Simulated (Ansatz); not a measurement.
# Run report: SnH$_{2}$, single-point calculation

SnH$_{2}$ (3 atoms in the cell), computed with DFT, PBE, plane waves, PAW, no spin polarisation (Ansatz 0.2.0).

The structure was built on a prototype by a generator. The geometry comes from this level: r2SCAN. It belongs to a series of runs on one base structure; here: scf.occupations = methfessel_paxton 0.001. Figures and captions count atoms from 1; the log counts them from 0 in places.

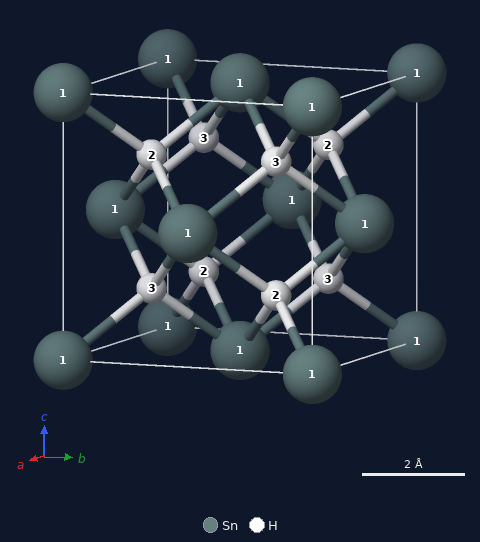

Figure 1. The structure as given in the input (ball-and-stick view of the cell 4 times as large as that of the calculation, set on its symmetry axes, seen slightly off an axis; atoms are numbered from 1 in the order of the input). Near neighbours in the crystal (not all of them lie inside the picture): Sn has 8 H at 2.30 Å; H has 4 Sn at 2.30 Å.

Key numbers

| quantity | value |
| --- | --- |
| outcome | converged |
| space group (tolerance 0.01 Å) | Fm-3m (225) |
| electrons treated | 16 |
| free energy | −6054.4170 eV |
| Fermi energy | 8.206 eV |
| band gap | none (metallic) |
| pressure | 1.67 GPa |
| largest force (length of the vector) | under 0.001 eV/Å |
| hardware | 4 threads of Arm Neoverse N1, 98 GiB of memory available, shared host |
| wall time | 0.59 s (CPU time 1.3 s) |
| peak memory | 0.28 GiB |

Settings chosen away from the usual ones: scf.occupations = methfessel_paxton 0.001.

Input
```yaml
crystal:
  lattice:
    - [0.0, 2.6545080103, 2.6545080103]
    - [2.6545080103, 0.0, 2.6545080103]
    - [2.6545080103, 2.6545080103, 0.0]
  atoms:
    - { symbol: Sn, position: [0.0, 0.0, 0.0] }
    - { symbol: H, position: [0.25, 0.25, 0.25] }
    - { symbol: H, position: [0.75, 0.75, 0.75] }
kpoints:
  mp_grid: { grid: [6, 6, 6] }
hamiltonian:
  xc: pbe
scf:
  occupations: { method: methfessel_paxton, width: 0.001 }
  n_extra_bands: 4
output:
  forces: true
  stress: true
  eigenvalues: true
```

Run as:
```bash
ansatz run input.yaml --threads 4 --pin off --max-ram 3686MiB --backend cpu --events-out ev --progress --plain --runs-dir out
```

The program's output
```
scf.n_extra_bands = 4 over 8 filled bands (N_el = 16.0): the run solves 12 bands
Engine: ansatz 0.2.0, aarch64-unknown-linux-gnu
Pseudopotentials: kind: paw
Pseudopotential: Sn, paw, valence charge 14, recommended cutoff 420 eV (normal), Sn.paw.azcp
Pseudopotential: H, paw, valence charge 1, recommended cutoff 420 eV (normal), H.paw.azcp
Functional definition: PBE
  parameter kappa = 0.804
  parameter beta = 0.06672455060314922
  exchange = pbe_x(kappa = kappa, mu = beta*pi^2/3)
  correlation = pbe_c(beta = beta)
Crystal: 3 atoms, lattice volume = 37.410 Å³
Basis set: ecut = 420 eV, 725 PW (Γ), exchange–correlation on 54×54×54 points (8 copies of the dense FFT grid, shifted against one another)
Bands: 12, of which v1, the nominal top of the filled ones, is band 8 counted from 1 (7 counted from 0)
Symmetry: 48 space group operations
Space group: Fm-3m (ITA 225), of the structure as read, at distance tolerance 3.3e-5 Å
k-points: 16 of 216
Non-local potential: Sn, projectors of the file, l = 0: 2, l = 1: 2, l = 2: 2, l = 3: 2
Non-local potential: H, projectors of the file, l = 0: 2, l = 1: 1
PAW form: soft (Blöchl's): semilocal exchange-correlation on the pseudo side does not see the compensation charge
PAW one-centre angular grid: Sn, 590 points (default); XC on 64 Gauss nodes
PAW one-centre angular grid: H, 110 points (default); XC on 64 Gauss nodes
Initial density: superposition of atomic densities (neutral atoms: chi_scale 0, normalization atom), corrected by the library's trained network
Initial wavefunctions: pseudopotential atomic-orbital guess
Functional: x = pbe(κ = 0.804, μ = 0.2195149727645171), c = pbe(β = 0.06672455060314922)
SCF iter   1: F=—  HF=-6054.417752 eV  |F-HF|=—  |Δ(HF+E_count)|=         —  Δρ=1.00e-3  dr2=3.62e-4  ethr=1.77e-3  ⟨swp⟩=5.9  Hψ=1106  notcnv=0
preconditioner: auto → none  [insulator: Δε(μ)=0.445 eV  Ē_g=20.177 eV  σ=0.001 eV  W_gap=0.63  n_scr=14 (ndim 8)  ℏωp=24.3 eV  f_vac=0.006  D(μ)=181.16/eV (n_scr^D=5816)  ε∞_Penn≈2.4]
SCF iter   2: F=—  HF=-6054.416984 eV  |F-HF|=—  |Δ(HF+E_count)|=   7.69e-4  S|Δr|=    0.00e0  Δρ=5.99e-4  dr2=8.63e-5  ethr=2.26e-6  ⟨swp⟩=2.7  Hψ=526  notcnv=0  defer=5
SCF iter   3: F=—  HF=-6054.417019 eV  |F-HF|=—  |Δ(HF+E_count)|=   3.54e-5  S|Δr|=    0.00e0  Δρ=1.74e-4  dr2=7.52e-6  ethr=5.39e-7  ⟨swp⟩=2.2  Hψ=377  notcnv=0  defer=5
SCF iter   4: F=—  HF=-6054.417038 eV  |F-HF|=—  |Δ(HF+E_count)|=   1.88e-5  S|Δr|=    0.00e0  Δρ=3.59e-5  dr2=3.94e-7  ethr=4.70e-8  ⟨swp⟩=2.1  Hψ=293  notcnv=0  defer=5
SCF iter   5: F=-6054.417039 eV  HF=-6054.417039 eV  |F-HF|=2.56e-8  |Δ(HF+E_count)|=   1.22e-6  S|Δr|=    0.00e0  Δρ=6.03e-6  dr2=6.59e-9  ethr=6.25e-10  ⟨swp⟩=6.2  Hψ=941  notcnv=0
SCF 1 converged in 5 iterations: F = -6054.417039 eV  dr2 = 6.59e-9
  greatest PAW one-centre occupation: 0.992 electrons in one spin orbital (limit 2), on the Sn atom at site 0 (counted from 0), in its partial waves of l = 2
```

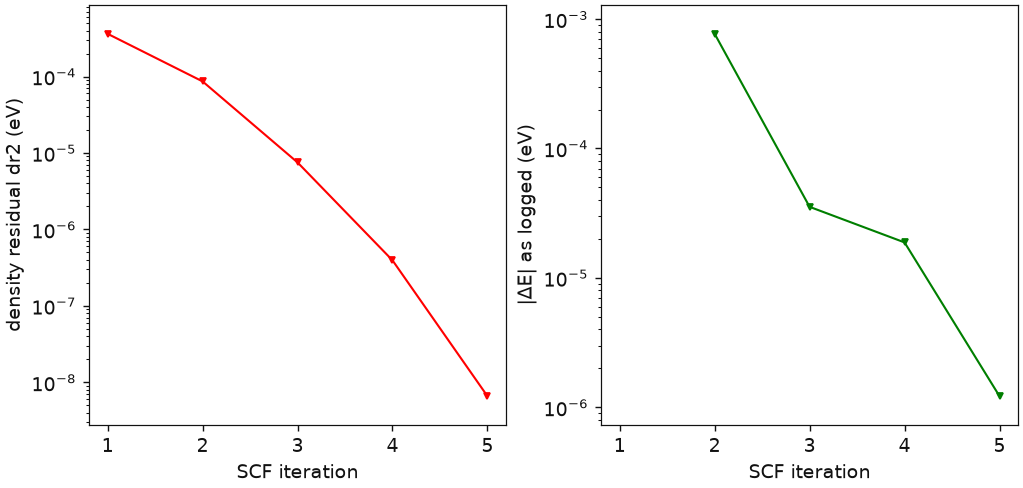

Figure 2. Convergence of the self-consistent field: density residual dr2 and size of the energy change against the SCF iteration. The residual falls at every step.

```
SCF converged after 5 iterations
Stability not checked: this state was not tested for a lower state beside it, because cold or Methfessel-Paxton smearing, or corrected tetrahedra, fill the levels in a way that the test cannot read (fill_not_monotonic; see scf.lower_state_search)
Free energy (F): -6054.417039 eV
Harris-Foulkes:  -6054.417039 eV  (|F-HF|=2.56e-8)
Internal energy: -6054.417010 eV  (E = F + TS)
E sigma→0 (E₀):  -6054.417032 eV
Entropy (-TS):   -0.000029 eV (-0.010 meV/atom)
Fermi energy:    8.206136 eV
--- Per-component energies (eV) ---
  E_band       = -117.060075
  E_kinetic    = 211.594021
  E_local      = -983.906350  (includes V_loc(G=0)·N_el)
  E_nonlocal   = -30.187320
  E_hartree    = 578.299810
  E_xc         = -400.760739
  E_vxc        = -119.294695  (∫ρ·V_xc dr)
  E_paw        = -4134.479382  (= ΣΔE_a)
  E_vpaw       = -351.861810  (= ΣTr[D̂ρ^β])
  E_aug_tail   = -0.002083  (compensation charges beyond the density's cutoff)
  E_ewald      = -1294.974967
  E_smearing   = -0.000029  (= −TS)
  E_closure    = -0.000000  (closes the sum)
  Σ components = -6054.417039   (vs F -6054.417039, Δ=0.00e0)
--- Forces (eV/Å), atoms counted from 1 ---
  atom   1  Sn     0.00000000     0.00000000     0.00000000
  atom   2  H      0.00000000     0.00000000    -0.00000000
  atom   3  H      0.00000000    -0.00000000     0.00000000
  max |Σ_I F_I| component: 1.16e-18 eV/Å
--- Stress (GPa, compression-positive) ---
        1.665900      -0.000000       0.000000
       -0.000000       1.665900       0.000000
       -0.000000       0.000000       1.665900
  P = ⅓ Tr σ = 1.6659 GPa (16.659 kbar)
--- Band table (eV; the first three rows and the last of 16) ---
  k-point 0: bands = ["-13.5811", "-13.5811", "-13.5811", "-13.5535", "-13.5535", "-3.3814", "7.2272", "12.8072", "12.8072", "12.8072", "13.4154", "16.2417"]
  k-point 1: bands = ["-13.5835", "-13.5746", "-13.5746", "-13.5514", "-13.5514", "-2.9451", "6.5416", "9.8581", "12.2277", "12.2277", "13.7268", "17.0215"]
  k-point 2: bands = ["-13.5891", "-13.5752", "-13.5752", "-13.5335", "-13.5335", "-1.6549", "3.8327", "8.8397", "11.5008", "11.5008", "12.6829", "16.4160"]
  k-point 15: bands = ["-13.6037", "-13.5764", "-13.5439", "-13.5362", "-13.5131", "2.0433", "2.2074", "3.7850", "7.5742", "11.3718", "14.7591", "15.5786"]
```
